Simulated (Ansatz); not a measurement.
**Geometry relaxation of Al$_{16}$Cu$_{8}$H (part 2 of 2)**

The same run, continued: Al$_{16}$Cu$_{8}$H (defect cell, 25 atoms in the cell); DFT PBE, scalar-relativistic, plane waves, PAW, no spin polarisation (Ansatz 0.2.0); cutoff 420 eV, 5×5×5 k-mesh, Gaussian smearing of 0.1 eV. The structure derives from a Materials Project entry. It belongs to a series of runs on one base structure; here: H interstitial, charge +0, atoms relaxed at the host's cell.

Output, continued:
```
  k-point 1: bands = ["-104.6407", "-104.6407", "-104.6407", "-104.6407", "-104.6407", "-104.6407", "-104.5980", "-104.5980", "-61.9862", "-61.9862", "-61.9862", "-61.9862", "-61.9862", "-61.9862", "-61.9862", "-61.9861", "-61.9861", "-61.9861", "-61.9861", "-61.9861", "-61.9856", "-61.9855", "-61.9855", "-61.9855", "-61.9855", "-61.9855", "-61.9435", "-61.9435", "-61.9435", "-61.9435", "-61.9434", "-61.9434", "-0.9682", "0.9228", "1.6450", "1.7119", "1.7119", "2.1902", "2.5055", "2.5060", "2.6668", "2.9219", "2.9220", "3.3946", "3.8780", "3.9882", "3.9886", "4.0606", "4.0736", "4.0738", "4.6510", "4.7187", "4.7188", "4.8067", "4.8104", "4.8104", "4.8408", "4.8409", "4.8555", "4.8771", "4.8771", "5.1499", "5.1698", "5.1698", "5.2105", "5.2105", "5.2277", "5.2521", "5.2523", "5.2769", "5.2770", "5.2838", "5.2982", "5.2983", "5.3128", "5.3145", "5.3216", "5.3217", "5.3442", "5.3442", "5.3779", "5.3905", "5.3906", "5.4961", "5.4977", "5.4979", "5.5146", "6.5595", "6.7731", "6.7734", "7.3333", "7.3337", "7.3681", "8.3208", "8.8932", "8.8938", "8.9713", "9.2734", "9.2738", "9.3043", "9.8308", "9.8311", "9.8587", "9.8591", "9.9673", "10.0729", "11.2382", "11.2383", "11.2540", "11.2545", "11.3764", "11.5258", "11.5263", "12.1498", "12.1504", "12.5964", "12.6434", "12.6437", "12.6753", "12.6813", "12.8893", "12.8895", "13.0707", "13.6272", "13.6272", "13.6914"]
  k-point 2: bands = ["-104.6407", "-104.6407", "-104.6407", "-104.6407", "-104.6407", "-104.6407", "-104.5980", "-104.5980", "-61.9862", "-61.9862", "-61.9862", "-61.9862", "-61.9862", "-61.9862", "-61.9861", "-61.9861", "-61.9861", "-61.9861", "-61.9861", "-61.9861", "-61.9856", "-61.9855", "-61.9855", "-61.9855", "-61.9855", "-61.9855", "-61.9435", "-61.9435", "-61.9435", "-61.9435", "-61.9434", "-61.9434", "-0.5894", "0.0915", "1.5570", "1.7831", "1.7833", "1.9874", "2.0442", "2.0446", "3.1299", "3.4088", "3.4090", "3.7977", "3.8684", "3.8686", "4.1474", "4.4314", "4.4996", "4.5647", "4.5650", "4.7045", "4.7483", "4.7484", "4.7683", "4.7683", "4.8162", "4.8162", "4.9353", "4.9565", "4.9565", "5.0492", "5.0709", "5.0709", "5.2445", "5.2447", "5.2524", "5.2529", "5.2529", "5.2584", "5.2585", "5.2864", "5.2865", "5.2880", "5.3043", "5.3207", "5.3266", "5.3266", "5.3412", "5.3457", "5.3457", "5.3565", "5.3565", "5.3651", "5.4165", "5.4165", "6.3262", "6.5555", "6.6786", "6.6788", "7.4693", "7.5837", "7.5842", "7.8132", "7.8136", "7.8483", "8.0072", "8.5000", "8.5004", "8.5321", "8.7298", "10.1513", "10.1519", "10.3029", "10.3035", "10.5469", "10.6192", "10.6195", "10.8313", "10.8319", "11.7526", "12.5947", "12.5956", "12.6249", "12.6433", "12.7793", "12.7800", "13.1714", "13.1721", "13.7024", "13.9467", "13.9470", "13.9811", "14.3562", "14.7681", "14.7687"]
  k-point 17: bands = ["-104.6407", "-104.6407", "-104.6407", "-104.6407", "-104.6407", "-104.6407", "-104.5980", "-104.5980", "-61.9862", "-61.9862", "-61.9862", "-61.9862", "-61.9862", "-61.9862", "-61.9862", "-61.9861", "-61.9861", "-61.9861", "-61.9861", "-61.9861", "-61.9856", "-61.9855", "-61.9855", "-61.9855", "-61.9855", "-61.9855", "-61.9435", "-61.9435", "-61.9435", "-61.9435", "-61.9434", "-61.9434", "-0.4192", "0.4521", "0.9394", "1.1717", "1.1717", "1.2377", "3.4127", "3.4127", "3.5329", "3.7673", "3.7673", "3.9014", "3.9014", "3.9101", "3.9162", "3.9267", "4.3059", "4.3709", "4.4957", "4.6530", "4.6974", "4.7014", "4.7014", "4.7295", "4.8077", "4.8077", "4.9399", "4.9447", "4.9481", "4.9481", "4.9533", "4.9665", "4.9665", "5.1293", "5.1738", "5.1738", "5.1793", "5.1853", "5.2172", "5.2265", "5.2827", "5.2827", "5.3070", "5.3102", "5.3169", "5.3658", "5.4281", "5.4609", "5.4615", "5.4615", "5.7199", "5.8872", "5.8872", "5.9223", "5.9223", "5.9277", "6.4078", "6.7996", "6.9756", "7.1014", "7.1014", "7.1242", "7.6262", "8.1295", "8.1295", "9.1511", "9.1511", "9.1692", "9.4544", "9.5064", "9.5064", "9.5333", "9.6981", "9.8519", "10.4167", "11.4137", "11.5375", "11.5375", "11.5992", "12.0694", "12.1540", "12.1540", "12.7613", "13.2417", "13.2417", "13.2439", "13.3295", "13.3402", "14.2398", "14.2815", "14.2815", "14.6583", "14.6583", "14.6979"]
--- Relaxed structure (4 steps of the walk, 4 accepted, 0 SCFs on fresh bases) ---
  F+E_penalty+E_count = -61620.16792161 eV   max|allowed force component| = 3.849e-3 eV/Å
  atoms:
    - { symbol: Al, position: [0.2478648852165459, 0.37179419521890217, 0.12392931000235625] }
    - { symbol: Al, position: [0.7497015216005469, 0.37484638687674693, 0.1245479084772936] }
    - { symbol: Al, position: [0.24786488521654582, 0.8760706899976438, 0.12393557521418958] }
    - { symbol: Al, position: [0.7521351147834543, 0.8760644247858105, 0.12392931000235625] }
    - { symbol: Al, position: [0.2502984783994532, 0.37484638687674693, 0.6251448652762] }
    - { symbol: Al, position: [0.7497015216005469, 0.37485513472380005, 0.6251536131232531] }
    - { symbol: Al, position: [0.25029847839945313, 0.8754520915227063, 0.6251536131232531] }
    - { symbol: Al, position: [0.7521351147834543, 0.8760706899976438, 0.6282058047810978] }
    - { symbol: Al, position: [0.24786488521654584, 0.12392931000235627, 0.3717941952189021] }
    - { symbol: Al, position: [0.7497015216005469, 0.12454790847729358, 0.3748463868767469] }
    - { symbol: Al, position: [0.2502984783994532, 0.6251448652762001, 0.3748463868767469] }
    - { symbol: Al, position: [0.7497015216005469, 0.6251536131232532, 0.37485513472379994] }
    - { symbol: Al, position: [0.24786488521654587, 0.12393557521418963, 0.8760706899976438] }
    - { symbol: Al, position: [0.7521351147834543, 0.12392931000235621, 0.8760644247858105] }
    - { symbol: Al, position: [0.25029847839945324, 0.6251536131232531, 0.8754520915227064] }
    - { symbol: Al, position: [0.7521351147834543, 0.6282058047810979, 0.8760706899976438] }
    - { symbol: Cu, position: [0.5045698459021808, 0.2522849229510904, 0.25228492295109034] }
    - { symbol: Cu, position: [1.0, 0.2522773752470481, 0.2522773752470481] }
    - { symbol: Cu, position: [0.5000000000000001, 0.7500000000000002, 0.25000000000000006] }
    - { symbol: Cu, position: [1.0, 0.7477150770489097, 0.25228492295109034] }
    - { symbol: Cu, position: [0.5, 0.25000000000000006, 0.75] }
    - { symbol: Cu, position: [1.0, 0.2522849229510903, 0.7477150770489097] }
    - { symbol: Cu, position: [0.4954301540978193, 0.7477150770489098, 0.7477150770489097] }
    - { symbol: Cu, position: [1.0, 0.747722624752952, 0.747722624752952] }
    - { symbol: H, position: [-4.363435030252331e-35, 2.484351624655771e-21, -1.448424565103097e-20] }
```

Trajectory as extended XYZ (Å, eV, eV/Å), 4 frames, from step=1 to step=4:
```
25
Lattice="-4.0893 -4.0893 5.7825 -4.0893 4.0893 -5.7825 4.0893 -4.0893 -5.7825" Properties=species:S:1:pos:R:3:forces:R:3 step=1 energy=-61620.14165
Al   -2.0446    0.0000   -1.4456    0.0937   0.0000   0.0663
Al   -4.0893   -2.0446    1.4456    0.0000  -0.0160  -0.0112
Al   -4.0893    2.0446   -4.3368    0.0000   0.0937  -0.0663
Al   -6.1339    0.0000   -1.4456   -0.0937   0.0000   0.0663
Al    0.0000   -2.0446   -4.3368    0.0000   0.0160  -0.0112
Al   -2.0446   -4.0893   -1.4456   -0.0160   0.0000   0.0112
Al   -2.0446    0.0000   -7.2281    0.0160   0.0000   0.0112
Al   -4.0893   -2.0446   -4.3368    0.0000  -0.0937  -0.0663
Al    0.0000   -2.0446   -1.4456    0.0000   0.0937   0.0663
Al   -2.0446   -4.0893    1.4456   -0.0160   0.0000  -0.0112
Al   -2.0446    0.0000   -4.3368    0.0160   0.0000  -0.0112
Al   -4.0893   -2.0446   -1.4456    0.0000  -0.0160   0.0112
Al    2.0446   -4.0893   -4.3368    0.0937   0.0000  -0.0663
Al    0.0000   -6.1339   -1.4456    0.0000  -0.0937   0.0663
Al    0.0000   -2.0446   -7.2281    0.0000   0.0160   0.0112
Al   -2.0446   -4.0893   -4.3368   -0.0937   0.0000  -0.0663
Cu   -2.0446   -2.0446    0.0000   -0.1498  -0.1498   0.0000
Cu   -4.0893   -4.0893    2.8912    0.0000   0.0000  -0.2118
Cu   -4.0893    0.0000   -2.8912    0.0000   0.0000   0.0000
Cu   -6.1339   -2.0446    0.0000    0.1498  -0.1498   0.0000
Cu    0.0000   -4.0893   -2.8912    0.0000   0.0000   0.0000
Cu   -2.0446   -6.1339    0.0000   -0.1498   0.1498   0.0000
Cu   -2.0446   -2.0446   -5.7825    0.1498   0.1498   0.0000
Cu   -4.0893   -4.0893   -2.8912    0.0000   0.0000   0.2118
H     0.0000    0.0000    0.0000    0.0000   0.0000   0.0000
25
Lattice="-4.0893 -4.0893 5.7825 -4.0893 4.0893 -5.7825 4.0893 -4.0893 -5.7825" Properties=species:S:1:pos:R:3:forces:R:3 step=2 energy=-61620.16210
Al   -2.0349    0.0000   -1.4387    0.0402   0.0000   0.0284
Al   -4.0893   -2.0436    1.4464    0.0000  -0.0061  -0.0043
Al   -4.0893    2.0544   -4.3438    0.0000   0.0402  -0.0284
Al   -6.1436    0.0000   -1.4387   -0.0402   0.0000   0.0284
Al    0.0000   -2.0457   -4.3361    0.0000   0.0061  -0.0043
Al   -2.0436   -4.0893   -1.4464   -0.0061   0.0000   0.0043
Al   -2.0457    0.0000   -7.2288    0.0061   0.0000   0.0043
Al   -4.0893   -2.0544   -4.3438    0.0000  -0.0402  -0.0284
Al    0.0000   -2.0349   -1.4387    0.0000   0.0402   0.0284
Al   -2.0436   -4.0893    1.4464   -0.0061   0.0000  -0.0043
Al   -2.0457    0.0000   -4.3361    0.0061   0.0000  -0.0043
Al   -4.0893   -2.0436   -1.4464    0.0000  -0.0061   0.0043
Al    2.0544   -4.0893   -4.3438    0.0402   0.0000  -0.0284
Al    0.0000   -6.1436   -1.4387    0.0000  -0.0402   0.0284
Al    0.0000   -2.0457   -7.2288    0.0000   0.0061   0.0043
Al   -2.0544   -4.0893   -4.3438   -0.0402   0.0000  -0.0284
Cu   -2.0541   -2.0541    0.0000   -0.0751  -0.0751   0.0000
Cu   -4.0893   -4.0893    2.8779    0.0000   0.0000  -0.1061
Cu   -4.0893    0.0000   -2.8912    0.0000   0.0000   0.0000
Cu   -6.1244   -2.0541    0.0000    0.0751  -0.0751   0.0000
Cu    0.0000   -4.0893   -2.8912    0.0000   0.0000   0.0000
Cu   -2.0541   -6.1244    0.0000   -0.0751   0.0751   0.0000
Cu   -2.0352   -2.0352   -5.7825    0.0751   0.0751   0.0000
Cu   -4.0893   -4.0893   -2.8779    0.0000   0.0000   0.1061
H     0.0000    0.0000    0.0000    0.0000   0.0000   0.0000
25
Lattice="-4.0893 -4.0893 5.7825 -4.0893 4.0893 -5.7825 4.0893 -4.0893 -5.7825" Properties=species:S:1:pos:R:3:forces:R:3 step=3 energy=-61620.16792
Al   -2.0272    0.0000   -1.4332   -0.0005   0.0000  -0.0004
Al   -4.0893   -2.0422    1.4474    0.0000   0.0006   0.0004
Al   -4.0893    2.0621   -4.3492    0.0000  -0.0005   0.0004
Al   -6.1513    0.0000   -1.4332    0.0005   0.0000  -0.0004
Al    0.0000   -2.0471   -4.3351    0.0000  -0.0006   0.0004
Al   -2.0422   -4.0893   -1.4474    0.0006   0.0000  -0.0004
Al   -2.0471    0.0000   -7.2299   -0.0006   0.0000  -0.0004
Al   -4.0893   -2.0621   -4.3492    0.0000   0.0005   0.0004
Al    0.0000   -2.0272   -1.4332    0.0000  -0.0005  -0.0004
Al   -2.0422   -4.0893    1.4474    0.0006   0.0000   0.0004
Al   -2.0471    0.0000   -4.3351   -0.0006   0.0000   0.0004
Al   -4.0893   -2.0422   -1.4474    0.0000   0.0006  -0.0004
Al    2.0621   -4.0893   -4.3492   -0.0005   0.0000   0.0004
Al    0.0000   -6.1513   -1.4332    0.0000   0.0005  -0.0004
Al    0.0000   -2.0471   -7.2299    0.0000  -0.0006  -0.0004
Al   -2.0621   -4.0893   -4.3492    0.0005   0.0000   0.0004
Cu   -2.0633   -2.0633    0.0000    0.0027   0.0027   0.0000
Cu   -4.0893   -4.0893    2.8649    0.0000   0.0000   0.0037
Cu   -4.0893    0.0000   -2.8912    0.0000   0.0000   0.0000
Cu   -6.1152   -2.0633    0.0000   -0.0027   0.0027   0.0000
Cu    0.0000   -4.0893   -2.8912    0.0000   0.0000   0.0000
Cu   -2.0633   -6.1152    0.0000    0.0027  -0.0027   0.0000
Cu   -2.0259   -2.0259   -5.7825   -0.0027  -0.0027   0.0000
Cu   -4.0893   -4.0893   -2.8649    0.0000   0.0000  -0.0037
H     0.0000    0.0000    0.0000    0.0000   0.0000   0.0000
25
Lattice="-4.0893 -4.0893 5.7825 -4.0893 4.0893 -5.7825 4.0893 -4.0893 -5.7825" Properties=species:S:1:pos:R:3:forces:R:3 step=4 energy=-61620.16792
Al   -2.0272    0.0000   -1.4332   -0.0005   0.0000  -0.0004
Al   -4.0893   -2.0422    1.4474    0.0000   0.0007   0.0005
Al   -4.0893    2.0621   -4.3492    0.0000  -0.0005   0.0004
Al   -6.1513    0.0000   -1.4332    0.0005   0.0000  -0.0004
Al    0.0000   -2.0471   -4.3351    0.0000  -0.0007   0.0005
Al   -2.0422   -4.0893   -1.4474    0.0007   0.0000  -0.0005
Al   -2.0471    0.0000   -7.2299   -0.0007   0.0000  -0.0005
Al   -4.0893   -2.0621   -4.3492    0.0000   0.0005   0.0004
Al    0.0000   -2.0272   -1.4332    0.0000  -0.0005  -0.0004
Al   -2.0422   -4.0893    1.4474    0.0007   0.0000   0.0005
Al   -2.0471    0.0000   -4.3351   -0.0007   0.0000   0.0005
Al   -4.0893   -2.0422   -1.4474    0.0000   0.0007  -0.0005
Al    2.0621   -4.0893   -4.3492   -0.0005   0.0000   0.0004
Al    0.0000   -6.1513   -1.4332    0.0000   0.0005  -0.0004
Al    0.0000   -2.0471   -7.2299    0.0000  -0.0007  -0.0005
Al   -2.0621   -4.0893   -4.3492    0.0005   0.0000   0.0004
Cu   -2.0633   -2.0633    0.0000    0.0027   0.0027   0.0000
Cu   -4.0893   -4.0893    2.8649    0.0000   0.0000   0.0038
Cu   -4.0893    0.0000   -2.8912    0.0000   0.0000   0.0000
Cu   -6.1152   -2.0633    0.0000   -0.0027   0.0027   0.0000
Cu    0.0000   -4.0893   -2.8912    0.0000   0.0000   0.0000
Cu   -2.0633   -6.1152    0.0000    0.0027  -0.0027   0.0000
Cu   -2.0259   -2.0259   -5.7825   -0.0027  -0.0027   0.0000
Cu   -4.0893   -4.0893   -2.8649    0.0000   0.0000  -0.0038
H     0.0000    0.0000    0.0000    0.0000   0.0000   0.0000
```

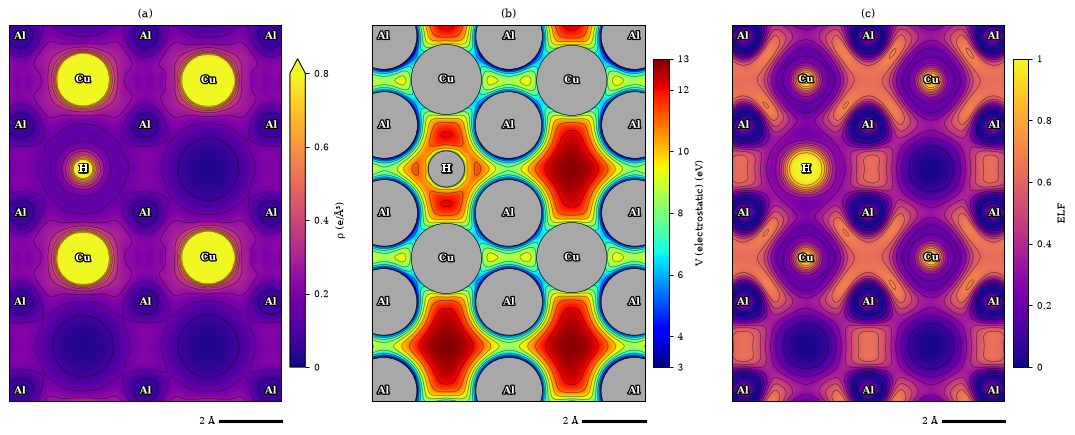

**Figure 1.** (a) valence pseudo-density; (b) electrostatic potential (local pseudopotential plus Hartree) felt by an electron; (c) ELF on the (011) plane of the calculation cell. Grey discs, where drawn, cover atomic cores. Al–Cu (2.51 Å): ρ is about 0.31 e/Å³ halfway; the ELF peaks at about 0.70 between the atoms. Away from the nuclei the density in this plane falls to 0.03 e/Å³ at its lowest. The strong features right at Cu lie inside the PAW spheres (semicore, d or f shells) and say nothing about bonding. Outside the cores the potential energy rises away from the atoms and is highest about 2.5 Å from the nearest atoms; outside the discs it spans about 9 eV, and its zero is arbitrary. In a PAW calculation such maps are meaningful between the atoms, not at the nuclei.

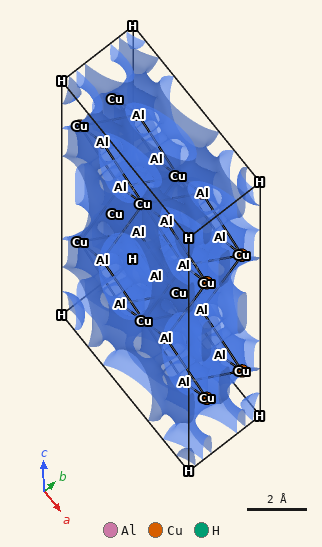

**Figure 2.** Isosurface of the ELF at 0.5 (blue), seen slightly off an axis. Core shells and regions of very low density are left out. Sticks mark near contacts. The outline is the calculation cell. Along the contacts the grid gives the following. Al–Cu (2.49 Å): the ELF peaks at about 0.70 between the atoms.

Results in brief:

```csv
quantity,value
outcome,converged
electrons treated,201
free energy,−61620.1679 eV
Fermi energy,9.208 eV
gap on the k-point mesh,none (metallic)
final volume,386.78 Å³
largest force (length of the vector) at the end,0.004 eV/Å
wall time,100 s (CPU time 6.4 min)
peak memory,1.8 GiB
```
